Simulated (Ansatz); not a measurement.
**Two runs on Pt**

System: Pt (Fm-3m, 1 atom in the cell).
Method of run 1: DFT PBE, scalar-relativistic, plane waves, PAW, no spin polarisation (Ansatz 0.2.0).

Text and figures count atoms from 1; the logs count them from 0 in places.

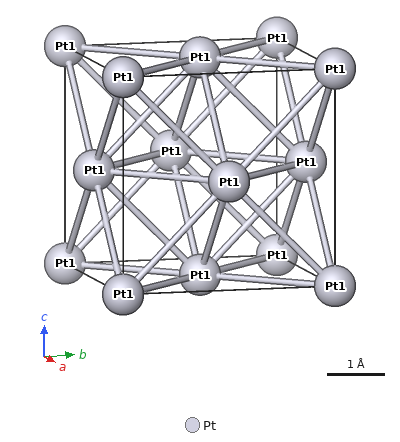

**Figure 1.** The structure as given in the input (ball-and-stick view of the cell 4 times as large as that of the calculation, set on its symmetry axes, seen slightly off an axis; atoms are numbered from 1 in the order of the input). Near neighbours in the crystal (not all of them lie inside the picture): Pt has 12 Pt at 2.77 Å.

Input, run 1:
```yaml
crystal:
  lattice:
    - [0.0, 1.96, 1.96]
    - [1.96, 0.0, 1.96]
    - [1.96, 1.96, 0.0]
  atoms:
    - { symbol: Pt, position: [0.0, 0.0, 0.0] }
basis:
  ecutwfc: 600
  ecutrho_ratio: 5
kpoints:
  mp_grid: { grid: [8, 8, 8] }
hamiltonian:
  xc: pbe
scf:
  occupations: { method: gaussian, width: 0.05 }
output:
  forces: true
  stress: true
  eigenvalues: true
```

Hardware: 8 threads of an x86-64 CPU, shared host.

Output, shortened to warnings, some set-up lines, iterations and results (run 1):
```
Basis set: ecut = 600 eV, 531 PW (Γ), exchange–correlation on 50×50×50 points (8 copies of the dense FFT grid, shifted against one another)
Symmetry: 48 space group operations
k-points: 29 of 512
Initial density: superposition of atomic densities (neutral atoms: chi_scale 0, normalization atom), corrected by the library's trained network
[...]
SCF iter   1: F=—  HF=-12522.985565 eV  |F-HF|=—  |Δ(HF+E_count)|=         —  Δρ=4.78e-3  dr2=2.12e-3  ethr=1.77e-3  ⟨swp⟩=5.6  Hψ=2119  notcnv=0
SCF iter   2: F=—  HF=-12522.985474 eV  |F-HF|=—  |Δ(HF+E_count)|=   9.10e-5  Δρ=2.39e-3  dr2=4.54e-4  ethr=1.18e-5  ⟨swp⟩=1.7  Hψ=688  notcnv=0
SCF iter   3: F=—  HF=-12522.985524 eV  |F-HF|=—  |Δ(HF+E_count)|=   5.08e-5  Δρ=3.00e-4  dr2=3.13e-6  ethr=2.52e-6  ⟨swp⟩=2.0  Hψ=507  notcnv=0
SCF iter   4: F=—  HF=-12522.985537 eV  |F-HF|=—  |Δ(HF+E_count)|=   1.24e-5  Δρ=4.06e-5  dr2=8.84e-8  ethr=1.74e-8  ⟨swp⟩=2.9  Hψ=689  notcnv=0
SCF iter   5: F=-12522.985537 eV  HF=-12522.985537 eV  |F-HF|=7.49e-10  |Δ(HF+E_count)|=   4.45e-8  Δρ=5.04e-6  dr2=2.53e-9  ethr=4.91e-10  ⟨swp⟩=2.1  Hψ=580  notcnv=0
SCF iter   6: F=-12522.985537 eV  HF=-12522.985537 eV  |F-HF|=1.82e-12  |Δ(HF+E_count)|=  1.96e-10  Δρ=4.61e-7  dr2=7.49e-12  ethr=1.40e-11  ⟨swp⟩=2.3  Hψ=1202  notcnv=0
SCF 1 converged in 6 iterations: F = -12522.985537 eV  dr2 = 7.49e-12
SCF converged after 6 iterations
Free energy (F): -12522.985537 eV
Harris-Foulkes:  -12522.985537 eV  (|F-HF|=1.82e-12)
Internal energy: -12522.982886 eV  (E = F + TS)
E sigma→0 (E₀):  -12522.984211 eV
Entropy (-TS):   -0.002651 eV (-2.651 meV/atom)
Fermi energy:    23.398794 eV
--- Per-component energies (eV) ---
  E_band       = -128.416262
  E_kinetic    = 638.180082
  E_local      = -1458.039113  (includes V_loc(G=0)·N_el)
  E_nonlocal   = 199.518041
  E_hartree    = 541.827894
  E_xc         = -262.182745
  E_vxc        = -303.395509  (∫ρ·V_xc dr)
  E_paw        = -9453.893484  (= ΣΔE_a)
  E_vpaw       = -288.335676  (= ΣTr[D̂ρ^β])
  E_aug_tail   = 0.000043  (compensation charges beyond the density's cutoff)
  E_ewald      = -2728.393604
  E_smearing   = -0.002651  (= −TS)
  E_closure    = 0.000000  (closes the sum)
  Σ components = -12522.985537   (vs F -12522.985537, Δ=0.00e0)
--- Forces (eV/Å), atoms counted from 1 ---
  atom   1  Pt     0.00000000    -0.00000000     0.00000000
  max |Σ_I F_I| component: 1.75e-32 eV/Å
--- Stress (GPa, compression-positive) ---
        9.759176      -0.000000       0.000000
        0.000000       9.759176       0.000000
        0.000000      -0.000000       9.759176
  P = ⅓ Tr σ = 9.7592 GPa (97.592 kbar)
```

For run 2 the input was changed thus:
```diff
-    - [0.0, 1.96, 1.96]
-    - [1.96, 0.0, 1.96]
-    - [1.96, 1.96, 0.0]
+    - [0.0, 2.001616732, 2.001616732]
+    - [2.001616732, 0.0, 2.001616732]
+    - [2.001616732, 2.001616732, 0.0]
```

What does this change do to the results?

With the same functional and potentials, run 2 lies 6.6 meV per atom lower. The pressure goes from 9.76 to −6.51 GPa. The volume per atom goes from 15.06 to 16.04 Å³. The cell is scaled evenly with the atoms at fixed fractional positions, so −ΔP/Δ ln V estimates the bulk modulus midway between the two volumes: about 260 GPa. The number of SCF iterations is the same.

Output, shortened to warnings, some set-up lines, iterations and results (run 2):
```
Basis set: ecut = 600 eV, 531 PW (Γ), exchange–correlation on 54×54×54 points (8 copies of the dense FFT grid, shifted against one another)
Symmetry: 48 space group operations
k-points: 29 of 512
Initial density: superposition of atomic densities (neutral atoms: chi_scale 0, normalization atom), corrected by the library's trained network
[...]
SCF iter   1: F=—  HF=-12522.992488 eV  |F-HF|=—  |Δ(HF+E_count)|=         —  Δρ=5.24e-3  dr2=2.78e-3  ethr=1.77e-3  ⟨swp⟩=5.5  Hψ=2124  notcnv=0
SCF iter   2: F=—  HF=-12522.992138 eV  |F-HF|=—  |Δ(HF+E_count)|=   3.50e-4  Δρ=2.58e-3  dr2=5.89e-4  ethr=1.54e-5  ⟨swp⟩=1.7  Hψ=679  notcnv=0
SCF iter   3: F=—  HF=-12522.992137 eV  |F-HF|=—  |Δ(HF+E_count)|=   1.31e-6  Δρ=3.15e-4  dr2=4.11e-6  ethr=3.27e-6  ⟨swp⟩=2.1  Hψ=511  notcnv=0
SCF iter   4: F=—  HF=-12522.992143 eV  |F-HF|=—  |Δ(HF+E_count)|=   6.20e-6  Δρ=4.17e-5  dr2=7.80e-8  ethr=2.29e-8  ⟨swp⟩=2.7  Hψ=656  notcnv=0
SCF iter   5: F=-12522.992143 eV  HF=-12522.992143 eV  |F-HF|=4.18e-11  |Δ(HF+E_count)|=   9.75e-8  Δρ=4.24e-6  dr2=1.43e-9  ethr=4.33e-10  ⟨swp⟩=2.8  Hψ=650  notcnv=0
SCF iter   6: F=-12522.992143 eV  HF=-12522.992143 eV  |F-HF|=7.28e-12  |Δ(HF+E_count)|=  4.35e-10  Δρ=2.88e-7  dr2=5.03e-12  ethr=7.97e-12  ⟨swp⟩=2.3  Hψ=1119  notcnv=0
SCF 1 converged in 6 iterations: F = -12522.992143 eV  dr2 = 5.03e-12
SCF converged after 6 iterations
Free energy (F): -12522.992143 eV
Harris-Foulkes:  -12522.992143 eV  (|F-HF|=7.28e-12)
Internal energy: -12522.988992 eV  (E = F + TS)
E sigma→0 (E₀):  -12522.990568 eV
Entropy (-TS):   -0.003151 eV (-3.151 meV/atom)
Fermi energy:    21.494695 eV
--- Per-component energies (eV) ---
  E_band       = -157.361930
  E_kinetic    = 635.851674
  E_local      = -1540.974558  (includes V_loc(G=0)·N_el)
  E_nonlocal   = 199.577939
  E_hartree    = 569.160383
  E_xc         = -261.223978
  E_vxc        = -302.090048  (∫ρ·V_xc dr)
  E_paw        = -9453.714448  (= ΣΔE_a)
  E_vpaw       = -288.047665  (= ΣTr[D̂ρ^β])
  E_aug_tail   = 0.000045  (compensation charges beyond the density's cutoff)
  E_ewald      = -2671.666048
  E_smearing   = -0.003151  (= −TS)
  E_closure    = 0.000000  (closes the sum)
  Σ components = -12522.992143   (vs F -12522.992143, Δ=0.00e0)
--- Forces (eV/Å), atoms counted from 1 ---
  atom   1  Pt     0.00000000     0.00000000     0.00000000
  max |Σ_I F_I| component: 3.49e-32 eV/Å
--- Stress (GPa, compression-positive) ---
       -6.505592       0.000000      -0.000000
       -0.000000      -6.505592      -0.000000
        0.000000      -0.000000      -6.505592
  P = ⅓ Tr σ = -6.5056 GPa (-65.056 kbar)
```

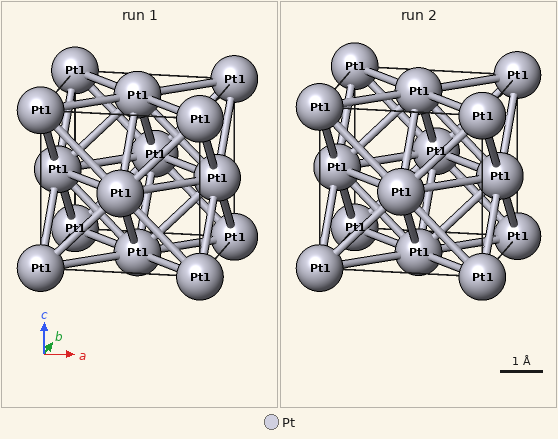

**Figure 2.** The two input geometries at one scale (ball-and-stick view of the cell 4 times as large as that of the calculation, set on its symmetry axes, seen slightly off an axis). No atom moves by more than 0.005 Å relative to the cell. The drawn cell changes as follows: a = b = c 3.920 → 4.003 Å (+2.1 %); the volume changes by +6.5 %. Among the contacts that change: Pt1–Pt1 2.772 → 2.831 Å.

The two runs side by side:

```tsv
quantity	run 1	run 2
outcome	converged	converged
free energy per atom (eV)	−12522.9855	−12522.9921
energy per atom, smearing taken to zero (eV)	−12522.9842	−12522.9906
gap on the mesh (eV)	0.00	0.00
pressure (GPa)	9.76	−6.51
volume per atom (Å³)	15.06	16.04
largest force (eV/Å)	0.000	0.000
SCF iterations	6	6
irreducible k-points	29	29
plane waves at Γ	531	531
```

For both runs: Spin–orbit coupling is left out, which matters for Pt. For run 1: The cell is under a pressure of 9.8 GPa at this level, so it is not at its equilibrium volume. For run 2: The cell is under a tension of 6.5 GPa at this level, so it is not at its equilibrium volume.
